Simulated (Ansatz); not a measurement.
## ZrC: geometry relaxation (part 2 of 2)

Continued. System: ZrC (2 atoms in the cell). Method: DFT PBEsol, scalar-relativistic, plane waves, PAW, no spin polarisation (Ansatz 0.2.0); cutoff 420 eV, 11×11×14 k-mesh, Gaussian smearing of 0.1 eV. The structure derives from an entry of the Crystallography Open Database. It belongs to a series of runs on one base structure; here: film's bulk on the substrate's plane, third vector and atoms relaxed.

Geometry of the input (Å; fractional positions):
```
3.2189  0.0000  0.0000
0.0000  3.2189  0.0000
1.6094  1.6094  2.4066
Zr 0.0000  0.0000  0.0000
C  0.5000  0.5000  0.0000
```

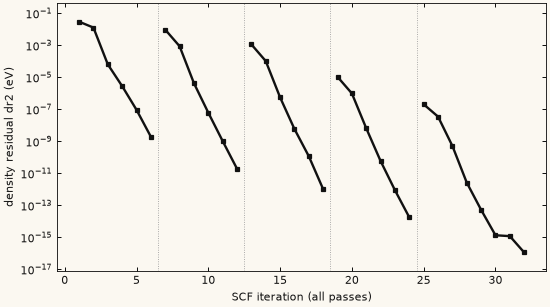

Figure 1. Convergence of the self-consistent field: density residual dr2 against the SCF iteration. The dotted lines part the SCF passes of the relaxation: geometry steps, rejected trials and re-solves on a re-selected basis. The 5 passes take 6 to 8 iterations each, 32 in all.

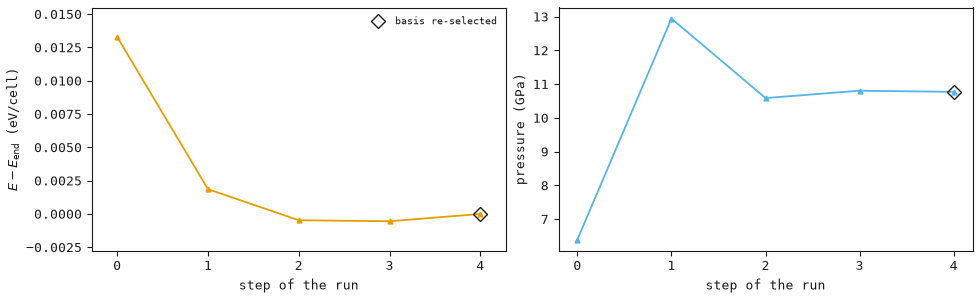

Figure 2. Progress of the relaxation, step by step (the first geometry is step 0 here and step 1 in the log).

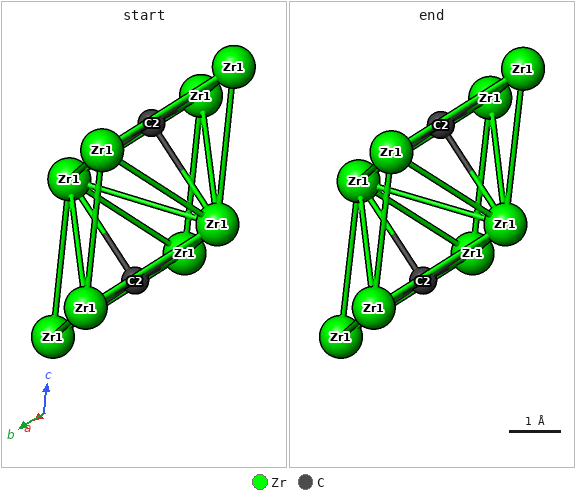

Figure 3. Before (left) and after (right) the relaxation, at one scale (ball-and-stick view of the reduced cell, seen at an oblique angle). After 3 geometry steps the energy has fallen by 13.8 meV per cell of the calculation. All forces vanish by symmetry, so only the cell relaxes. Pressure: 6.39 GPa at the start and 10.77 GPa at the end. No atom moves by more than 0.005 Å relative to the cell. Cell: a = b stay at 3.219 Å, c 3.312 → 3.280 Å (−1.0 %), α 119.1° → 119.4°, β 119.1° → 119.4°. Volume −1.9 %. Among the contacts that change: Zr1–C2 2.407 → 2.360 Å, Zr1–Zr1 3.312 → 3.279 Å. The space group stays I4/mmm (No. 139). A last SCF at the same geometry on a re-selected plane-wave basis shifts the energy by +0.5 meV per cell of the calculation. (Atoms are counted from 1 in the order of the input.)

```
basis re-selected at this cell: Δ(F+E_penalty+E_count) = +5.460e-4 eV, ΔP = -0.034 GPa vs the last step (what re-selecting the basis moved, of the pressure what is left beyond the Pulay correction that the steps carried, after the strain that the cell walked since its last selection, with what the two solves' SCF thresholds leave and, on support functions, any second-order correction that the steps lacked; it is no measure of the basis error at this ecutwfc). This SCF's stress stands 8.10e-2 GPa from its target on what of the cell is left free (relax.cell.stress_tol is 1.00e-1 GPa) and its largest allowed force component is 2.96e-30 eV/Å (relax.f_tol is 1.00e-2 eV/Å): within both
SCF converged after 8 iterations
Free energy (F): -4377.112006 eV
Harris-Foulkes:  -4377.112006 eV  (|F-HF|=9.09e-13)
Internal energy: -4377.110342 eV  (E = F + TS)
E sigma→0 (E₀):  -4377.111174 eV
Entropy (-TS):   -0.001663 eV (-0.832 meV/atom)
Fermi energy:    15.793876 eV
--- Per-component energies (eV) ---
  E_band       = -32.560372
  E_kinetic    = 426.290259
  E_local      = -565.623134  (includes V_loc(G=0)·N_el)
  E_nonlocal   = 106.489043
  E_hartree    = 170.460482
  E_xc         = -211.107236
  E_vxc        = -253.558079  (∫ρ·V_xc dr)
  E_paw        = -2994.485812  (= ΣΔE_a)
  E_vpaw       = -87.079453  (= ΣTr[D̂ρ^β])
  E_aug_tail   = 0.000028  (compensation charges beyond the density's cutoff)
  E_ewald      = -1309.320793
  E_core_change = 0.186821  (= ΣΔE_core)
  E_smearing   = -0.001663  (= −TS)
  E_closure    = -0.000000  (closes the sum)
  Σ components = -4377.112006   (vs F -4377.112006, Δ=0.00e0)
--- Forces (eV/Å), atoms counted from 1 ---
  atom   1  Zr    -0.00000000     0.00000000     0.00000000
  atom   2  C     -0.00000000     0.00000000     0.00000000
  max |Σ_I F_I| component: 6.71e-30 eV/Å
--- Stress (GPa, compression-positive) ---
       16.195077      -0.057344       0.019463
       -0.057344      16.195077       0.019463
        0.019463       0.019463      -0.073363
  P = ⅓ Tr σ = 10.7723 GPa (107.723 kbar)
--- Band table (eV; the first three rows and the last of 468) ---
  k-point 0: bands = ["-31.9715", "-9.6820", "-9.6630", "-9.6625", "4.2807", "16.5893", "16.5948", "16.8110", "16.8111", "16.9825", "16.9829", "18.4497"]
  k-point 1: bands = ["-31.9633", "-9.7346", "-9.6791", "-9.6785", "4.4328", "15.3192", "16.2278", "16.2280", "16.3817", "17.7935", "17.7938", "19.0363"]
  k-point 2: bands = ["-31.9404", "-9.8767", "-9.7238", "-9.7232", "4.8311", "13.7416", "15.8135", "15.8138", "15.8653", "18.8527", "18.8529", "19.2255"]
  k-point 467: bands = ["-31.7837", "-10.5791", "-10.0803", "-10.0269", "5.4632", "13.6488", "13.9462", "15.6361", "15.9490", "20.7851", "21.6659", "22.0262"]
--- Relaxed structure (4 steps of the walk, 4 accepted, 1 SCFs on fresh bases) ---
  F+E_penalty+E_count = -4377.11200555 eV   max|allowed force component| = 2.958e-30 eV/Å   (the final SCF, on the basis selected at the relaxed cell)
  cell:  # Å, volume = 24.4572 Å³
    - [3.2188795813403903, -2.275961056801374e-8, 0.0003827804742352599]
    - [-2.275961056801374e-8, 3.2188795813403903, 0.00038278047423526655]
    - [1.6097259713269705, 1.6097259713269705, 2.360842200014188]
  atoms:
    - { symbol: Zr, position: [2.0782404712254332e-46, 2.991615377517523e-35, -4.1564809424508664e-46] }
    - { symbol: C, position: [0.49999999999999994, 0.49999999999999994, 2.710505431213761e-20] }
```

## Trajectory as extended XYZ (Å, eV, eV/Å), 5 frames, from step=1 to step=5
```
2
Lattice="3.2189 0.0000 0.0000 0.0000 3.2189 0.0000 1.6094 1.6094 2.4066" Properties=species:S:1:pos:R:3:forces:R:3 step=1 energy=-4377.09872 pressure_GPa=6.39
Zr    0.0000    0.0000    0.0000    0.0000   0.0000   0.0000
C     1.6094    1.6094    0.0000    0.0000   0.0000   0.0000
2
Lattice="3.2189 0.0000 0.0016 0.0000 3.2189 0.0016 1.6106 1.6106 2.3422" Properties=species:S:1:pos:R:3:forces:R:3 step=2 energy=-4377.11014 pressure_GPa=12.94
Zr    0.0000    0.0000    0.0000    0.0000   0.0000   0.0000
C     1.6094    1.6094    0.0016    0.0000   0.0000   0.0000
2
Lattice="3.2189 0.0000 -0.0007 0.0000 3.2189 -0.0007 1.6089 1.6089 2.3619" Properties=species:S:1:pos:R:3:forces:R:3 step=3 energy=-4377.11248 pressure_GPa=10.59
Zr    0.0000    0.0000    0.0000    0.0000   0.0000   0.0000
C     1.6094    1.6094   -0.0007    0.0000   0.0000   0.0000
2
Lattice="3.2189 0.0000 0.0004 0.0000 3.2189 0.0004 1.6097 1.6097 2.3608" Properties=species:S:1:pos:R:3:forces:R:3 step=4 energy=-4377.11255 pressure_GPa=10.81
Zr    0.0000    0.0000    0.0000    0.0000   0.0000   0.0000
C     1.6094    1.6094    0.0004    0.0000   0.0000   0.0000
2
Lattice="3.2189 0.0000 0.0004 0.0000 3.2189 0.0004 1.6097 1.6097 2.3608" Properties=species:S:1:pos:R:3:forces:R:3 step=5 energy=-4377.11201 pressure_GPa=10.77
Zr    0.0000    0.0000    0.0000    0.0000   0.0000   0.0000
C     1.6094    1.6094    0.0004    0.0000   0.0000   0.0000
```

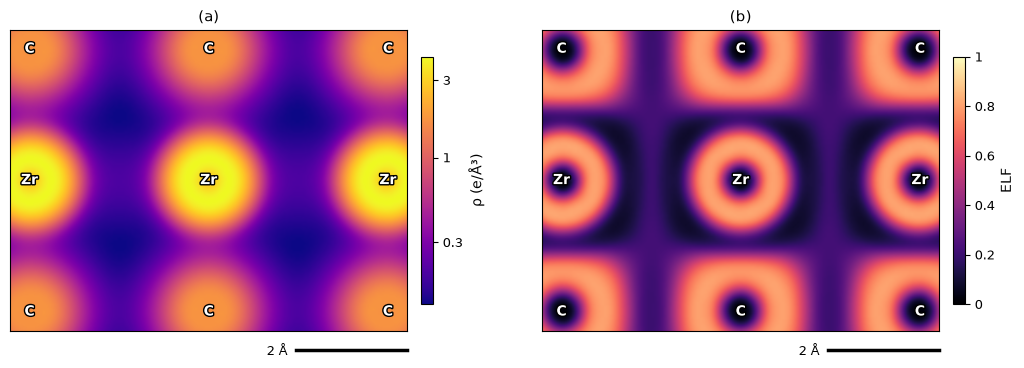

Figure 4. (a) valence electron density; (b) ELF on the (010) plane of the conventional cell. Atoms in the plane: Zr and C. Zr–Zr (3.22 Å): the density is about 0.19 e/Å³ at the midpoint; the ELF is about 0.20 at the midpoint (no localised pair between them). Zr–C (2.36 Å): ρ is about 0.44 e/Å³ halfway; the ELF is about 0.20 at the midpoint; no shared pair; the contact is polar. Away from the nuclei the density in this plane falls to 0.12 e/Å³ at its lowest. The strong features right at Zr lie inside the PAW spheres (semicore, d or f shells) and say nothing about bonding. The fields are those of the smooth PAW valence density.

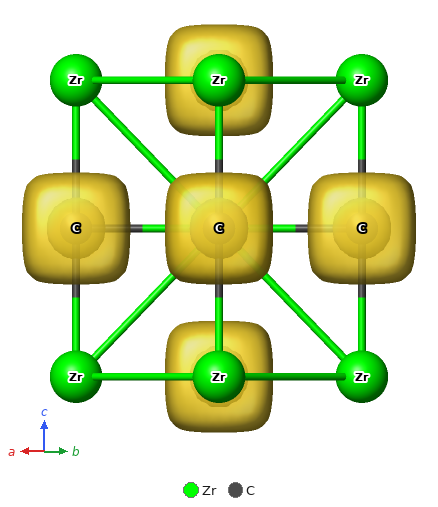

Figure 5. Isosurface of the ELF at 0.65 (yellow), seen along [110]. Only the valence region is drawn (cores and ρ < 0.01 e/Å³ removed). Sticks mark near contacts. The outline is the cell set on symmetry axes. Profiles from the grid: Zr–C (2.28 Å): the ELF peaks at about 0.80 in the valence shell of C, 0.7 Å from its nucleus, and drops to about 0.25 between the two atoms (a polar contact without a shared pair, in a metal). Zr–Zr (3.22 Å): the ELF is about 0.20 at the midpoint (no localised pair between them).

## Summary

- outcome: converged
- space group (tolerance 0.01 Å): I4/mmm (139)
- electrons treated: 16
- free energy: −4377.1120 eV
- Fermi energy: 15.794 eV
- gap on the k-point mesh: none (metallic)
- pressure: 10.77 GPa
- final volume: 24.46 Å³
- largest force (length of the vector) at the end: under 0.001 eV/Å
- final cell: a = 3.219 Å, b = 3.219 Å, c = 3.280 Å, α = 60.60°, β = 60.60°, γ = 90.00°
- hardware: 2 threads of Arm Neoverse N1, 24 GiB of memory available, shared host
- wall time: 46 s (CPU time 89 s)
- peak memory: 0.45 GiB

## Notes

The program warns: the k-point mesh lowers the symmetry that the run can use.
